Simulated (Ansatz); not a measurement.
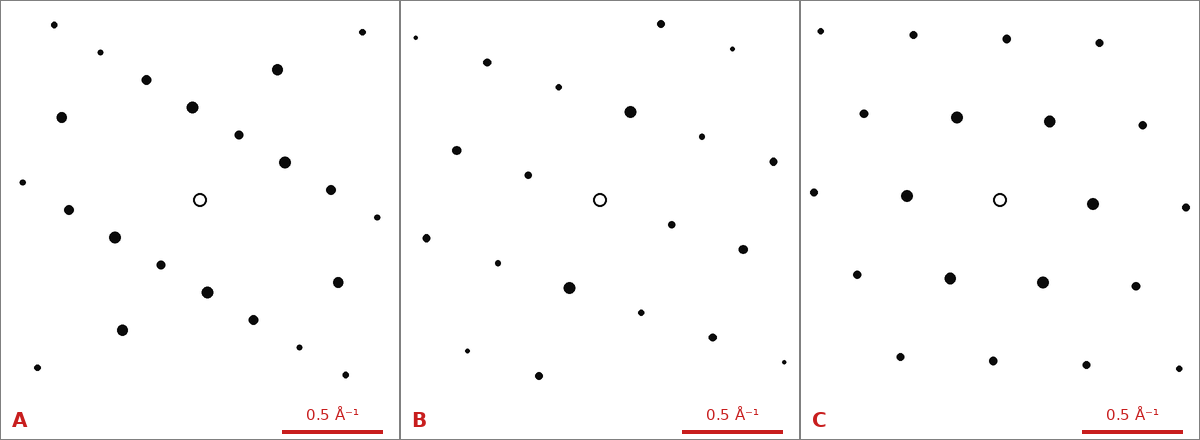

The patterns are kinematic simulations for 300 kV electrons (no multiple scattering; isotropic B = 0.5 Å²).

All three come from Rh, space group P6/mmm (No. 191), a = 4.30 Å, c = 2.64 Å (hexagonal axes). Structure: the input geometry of an electronic-structure calculation (not necessarily at equilibrium); the starting structure was generated, so it need not be a known form of this composition.

Q: Assign the zone axes [001], [100], [210] to A, B and C.

A: A is [100]: rectangular net of 0 1 0 (itself too weak to see) at d = 3.72 Å and 0 0 1 at d = 2.64 Å, at 90.0°. B is [210]: rectangular net of 0 0 1 at d = 2.64 Å and 1 -2 0 at d = 2.15 Å, at 90.0°. C is [001]: hexagonal net of 2 -1 0 at d = 2.15 Å and 1 1 0 at d = 2.15 Å, at 60.0°.
